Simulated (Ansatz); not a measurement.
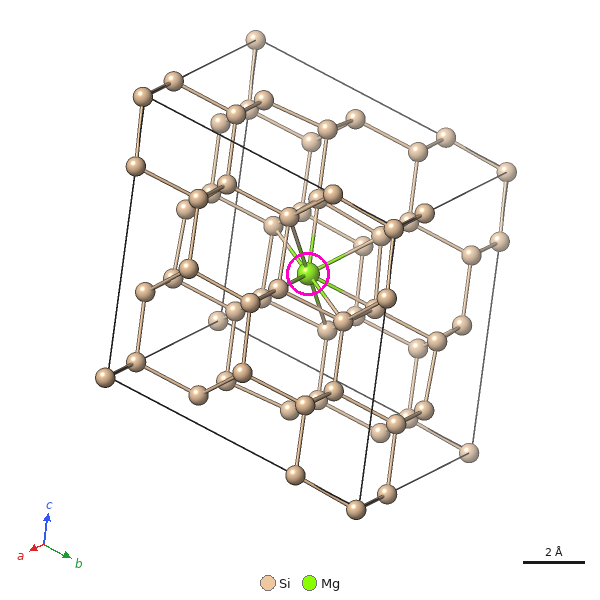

Drawn in the ball-and-stick manner and seen slightly off an axis. The wireframe shows the supercell. The host is Si, in a cell of 32 sites, and the cell is neutral. A ring marks the defect's site.

What imperfection does the supercell contain?

Answer. An interstitial magnesium atom. It is bonded to ten Si at about 2.5 to 2.8 Å.

The atoms were relaxed in the host's cell with DFT PBE, scalar-relativistic, plane waves, PAW (Ansatz).
